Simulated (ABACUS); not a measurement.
**Band-structure run of Ge (part 1 of 2)**

The run: band-structure run of Ge (Fd-3m, 2 atoms in the cell). Method and program: Kohn-Sham DFT of a periodic cell, HCTH407, GBRV ultrasoft 1.5 PBE, no spin polarisation (ABACUS 3.10.1).

The structure derives from an entry of the Crystallography Open Database.

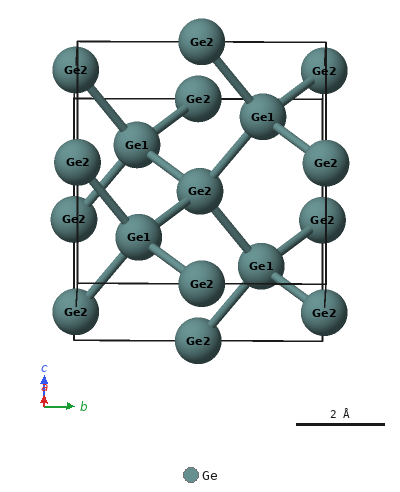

Figure 1. The structure as given in the input (ball-and-stick view of the cell 4 times as large as that of the calculation, set on its symmetry axes, seen at an oblique angle; atoms are numbered from 1 in the order of the input). Near neighbours in the crystal (not all of them lie inside the picture): Ge has 4 Ge at 2.45 Å.

## Input file
```
INPUT_PARAMETERS
suffix              Ge
calculation         scf
basis_type          pw
pseudo_dir          ./
symmetry            1
dft_functional      GGA_XC_HCTH_407
ecutwfc             40
pseudo_rcut         10
nspin               1
nbands              24
ks_solver           dav
smearing_method     fd
smearing_sigma      0.00367493
scf_thr             1e-08
scf_nmax            100
mixing_type         broyden
mixing_beta         0.7
cal_force           1
cal_stress          1
ecutrho             320
out_chg             1
kpar                4
```

## File STRU
```
ATOMIC_SPECIES
Ge 72.6300 ge_pbe_v1.4.uspp.F.UPF

LATTICE_CONSTANT
7.5601949712

LATTICE_VECTORS
0.0000000000 0.7071067812 0.7071067812
0.7071067812 0.0000000000 0.7071067812
0.7071067812 0.7071067812 0.0000000000

ATOMIC_POSITIONS
Cartesian

Ge
0.0
2
1.0606601718 1.0606601718 1.0606601718 1 1 1
0.7071067812 0.7071067812 0.7071067812 1 1 1
```

## File KPT
```
K_POINTS
0
Gamma
6 6 6 0 0 0
```

Run as:
```bash
OMP_NUM_THREADS=1 mpirun -np 4 abacus > log
```

## Log
```
ABACUS v3.10.1

               Atomic-orbital Based Ab-initio Computation at UStc

 ------------------------------------------------------------------------------------

 READING GENERAL INFORMATION
                           global_out_dir = OUT.Ge/
                           global_in_card = INPUT
                               pseudo_dir = ./
                              orbital_dir =
                                    DSIZE = 4
                                    GSIZE = 1

 READING UNITCELL INFORMATION
                                    ntype = 1
                  lattice constant (Bohr) = 7.56019
              lattice constant (Angstrom) = 4.00068

 READING ATOM TYPE 1
                               atom label = Ge
                      L=0, number of zeta = 1
                      L=1, number of zeta = 1
                      L=2, number of zeta = 1
             number of atom for this type = 2

                        TOTAL ATOM NUMBER = 2
CARTESIAN COORDINATES ( UNIT =       7.560194971200 Bohr ).
    atom                   x                   y                   z     mag                  vx                  vy                  vz
tauc_Ge1            1.0606601718        1.0606601718        1.0606601718  0.0000        0.0000000000        0.0000000000        0.0000000000
tauc_Ge2            0.7071067812        0.7071067812        0.7071067812  0.0000        0.0000000000        0.0000000000        0.0000000000

                          Volume (Bohr^3) = 305.551
                             Volume (A^3) = 45.278

 Lattice vectors: (Cartesian coordinate: in unit of a_0)
                   +0           +0.707107           +0.707107
            +0.707107                  +0           +0.707107
            +0.707107           +0.707107                  +0
 Reciprocal vectors: (Cartesian coordinate: in unit of 2 pi/a_0)
            -0.707107           +0.707107           +0.707107
            +0.707107           -0.707107           +0.707107
            +0.707107           +0.707107           -0.707107
 The esolver type has been set to : ksdft_pw

                PAO radial cut off (Bohr) = 10

 Read in pseudopotential file is ge_pbe_v1.4.uspp.F.UPF
                     pseudopotential type = US
          exchange-correlation functional = PBE
                 nonlocal core correction = 1
                        valence electrons = 14
                                     lmax = 2
                           number of zeta = 3
                     number of projectors = 6
                           L of projector = 0
                           L of projector = 0
                           L of projector = 1
                           L of projector = 1
                           L of projector = 2
                           L of projector = 2
 XC functional updated to : GGA_XC_HCTH_407
          exchange-correlation functional = GGA_XC_HCTH_407
     initial pseudo atomic orbital number = 18

 SETUP THE ELECTRONS NUMBER
            electron number of element Ge = 14
      total electron number of element Ge = 28
            AUTOSET number of electrons:  = 28
                           occupied bands = 14
                                   NBANDS = 24
                                   NLOCAL = 18

%%%%%%%%%%%%%%%%%%%%%%%%%%%%%%%%%%%%%%%%%%%%%%%%%%%%%%%%%%%%%%%%%%%%%%%%%%%%%%%%%%%%%%%%%%%%%%%%%%%%%%%%%%
 Warning: the number of valence electrons in pseudopotential > 4 for Ge: [Ar] 3d10 4s2 4p2
 Pseudopotentials with additional electrons can yield (more) accurate outcomes, but may be less efficient.
 If you're confident that your chosen pseudopotential is appropriate, you can safely ignore this warning.
%%%%%%%%%%%%%%%%%%%%%%%%%%%%%%%%%%%%%%%%%%%%%%%%%%%%%%%%%%%%%%%%%%%%%%%%%%%%%%%%%%%%%%%%%%%%%%%%%%%%%%%%%%

 SETUP THE PLANE WAVE BASIS
 energy cutoff for charge/potential (unit:Ry) = 160
            fft grid for charge/potential = [ 32, 32, 32 ]
                        fft grid division = [ 1, 1, 1 ]
        big fft grid for charge/potential = [ 45, 45, 45 ]
                                     nbxx = 91125
                                     nrxx = 32768

 SETUP PLANE WAVES FOR CHARGE/POTENTIAL
                    number of plane waves = 10417
                         number of sticks = 637

 PARALLEL PW FOR CHARGE/POTENTIAL
     PROC   COLUMNS(POT)             PW
        1            637          10417
 --------------- sum -------------------
        1            637          10417
                            number of |g| = 156
                                  max |g| = 230
                                  min |g| = 0

 energy cutoff for dense charge/potential (unit:Ry) = 320
      fft grid for dense charge/potential = [ 45, 45, 45 ]
                                     nrxx = 91125

 SETUP PLANE WAVES FOR dense CHARGE/POTENTIAL
                    number of plane waves = 29603
                         number of sticks = 1261

 PARALLEL PW FOR dense CHARGE/POTENTIAL
     PROC   COLUMNS(POT)             PW
        1           1261          29603
 --------------- sum -------------------
        1           1261          29603
                            number of |g| = 311
                                  max |g| = 461.5
                                  min |g| = 0

----------- Double Check Mixing Parameters Begin ------------
mixing_type: broyden
mixing_beta: 0.7
mixing_gg0: 1
mixing_gg0_min: 0.1
mixing_ndim: 8
----------- Double Check Mixing Parameters End ------------

 LATTICE VECTORS: (CARTESIAN COORDINATE: IN UNIT OF A0)
                   +0           +0.707107           +0.707107
            +0.707107                  +0           +0.707107
            +0.707107           +0.707107                  +0
                       right hand lattice = 1
                                   NORM_A = 1
                                   NORM_B = 1
                                   NORM_C = 1
                           ALPHA (DEGREE) = 60
                           BETA  (DEGREE) = 60
                           GAMMA (DEGREE) = 60

 The lattice vectors have been changed (STRU_SIMPLE.cif)

(for optimal symmetric configuration:)
                             BRAVAIS TYPE = 3
                     BRAVAIS LATTICE NAME = 03. Cubic F (face-centered)
                                    ibrav = 3
                                    IBRAV = 3
                                  BRAVAIS = FACE CENTERED CUBIC
                       LATTICE CONSTANT A = 1.41421
Original cell was already a primitive cell.
                        ROTATION MATRICES = 48
              PURE POINT GROUP OPERATIONS = 24
                   SPACE GROUP OPERATIONS = 48
                                       C2 = 3
                                       C3 = 8
                                       C4 = 0
                                       C6 = 0
                                       S1 = 6
                                       S3 = 0
                                       S4 = 6
                                       S6 = 0
                              POINT GROUP = T_d
               POINT GROUP IN SPACE GROUP = O_h

 SETUP K-POINTS
                                    nspin = 1
                   Input type of k points = Monkhorst-Pack(Gamma)
                                   nkstot = 216
                       right hand lattice = 1
(for reciprocal lattice: )
                             BRAVAIS TYPE = 2
                     BRAVAIS LATTICE NAME = 02. Cubic I (body-centered)
                                    ibrav = 2
                       right hand lattice = 1
(for k-lattice: )
                             BRAVAIS TYPE = 2
                     BRAVAIS LATTICE NAME = 02. Cubic I (body-centered)
                                    ibrav = 2
                       right hand lattice = 1
                        ROTATION MATRICES = 48
                               nkstot_ibz = 16
K-POINTS REDUCTION ACCORDING TO SYMMETRY
     IBZ    DIRECT_X    DIRECT_Y    DIRECT_Z  WEIGHT  ibz2bz
       1  0.00000000  0.00000000  0.00000000  0.0046       0
       2  0.16666667  0.16666667  0.16666667  0.0370       1
       3  0.33333333  0.33333333  0.33333333  0.0370       2
       4  0.50000000  0.50000000  0.50000000  0.0185       3
       5  0.16666667  0.16666667  0.00000000  0.0278       7
       6  0.33333333  0.33333333  0.16666667  0.1111       8
       7  0.50000000  0.50000000  0.33333333  0.1111       9
       8  0.50000000  0.33333333  0.33333333  0.1111      10
       9  0.33333333  0.16666667  0.16666667  0.0556      11
      10  0.33333333  0.33333333  0.00000000  0.0278      14
      11  0.50000000  0.50000000  0.16666667  0.1111      15
      12 -0.33333333  0.33333333  0.33333333  0.0556      16
      13  0.50000000  0.50000000  0.00000000  0.0139      21
      14  0.50000000  0.33333333  0.16666667  0.1111      51
      15  0.50000000  0.33333333 -0.33333333  0.1111      52
      16  0.50000000  0.33333333 -0.16666667  0.0556      58

                               nkstot now = 16
[... K-POINTS DIRECT COORDINATES: 16 rows ...]

           k-point number in this process = 4
       minimum distributed K point number = 4
[... stars of the k points ...]

[... K-POINTS CARTESIAN COORDINATES: 4 rows ...]

[... K-POINTS DIRECT COORDINATES: 4 rows ...]

 SETUP PLANE WAVES FOR WAVE FUNCTIONS
     energy cutoff for wavefunc (unit:Ry) = 40
              fft grid for wave functions = [ 32, 32, 32 ]
                    number of plane waves = 1639
                         number of sticks = 187

 PARALLEL PW FOR WAVE FUNCTIONS
     PROC   COLUMNS(POT)             PW
        1            187           1639
 --------------- sum -------------------
        1            187           1639

 SETUP NONLOCAL PSEUDOPOTENTIALS IN PLANE WAVE BASIS
 Ge non-local projectors:
 projector 1 L=0
 projector 2 L=0
 projector 3 L=1
 projector 4 L=1
 projector 5 L=2
 projector 6 L=2
      TOTAL NUMBER OF NONLOCAL PROJECTORS = 36

 Init Non-Local PseudoPotential table :
 Init Non-Local-Pseudopotential done.

                                     npwx = 1315

 Make real space PAO into reciprocal space.
       max mesh points in Pseudopotential = 695
     dq(describe PAO in reciprocal space) = 0.01
                                    max q = 763

 number of pseudo atomic orbitals for Ge is 3
WARNING: norm of atomic wavefunction # 3 of atomic type Ge is 0.999782, renormalized

 -------------------------------------------
 SELF-CONSISTENT
 -------------------------------------------
                                 init_chg = atomic

 PW ALGORITHM --------------- ION=   1  ELEC=   1--------------------------------

 Notice: Threshold on eigenvalues was too large.
 hsover_error=0.28 > DRHO=0.0504007
 Origin diag ethr = 0.01
 New diag ethr = 0.000180002

 Density error is 0.0507670470986
                          Error Threshold = 0.000180002486092
----------------------------------------------------------
     Energy           Rydberg                 eV
----------------------------------------------------------
 E_KohnSham     -431.8316572086      -5875.3711148192
 E_Harris       -428.9769644644      -5836.5310274589
 E_Fermi        0.5828705729         7.9303609879
----------------------------------------------------------

 PW ALGORITHM --------------- ION=   1  ELEC=   2--------------------------------

 Density error is 0.00524672454177
                          Error Threshold = 0.000181310882495
```
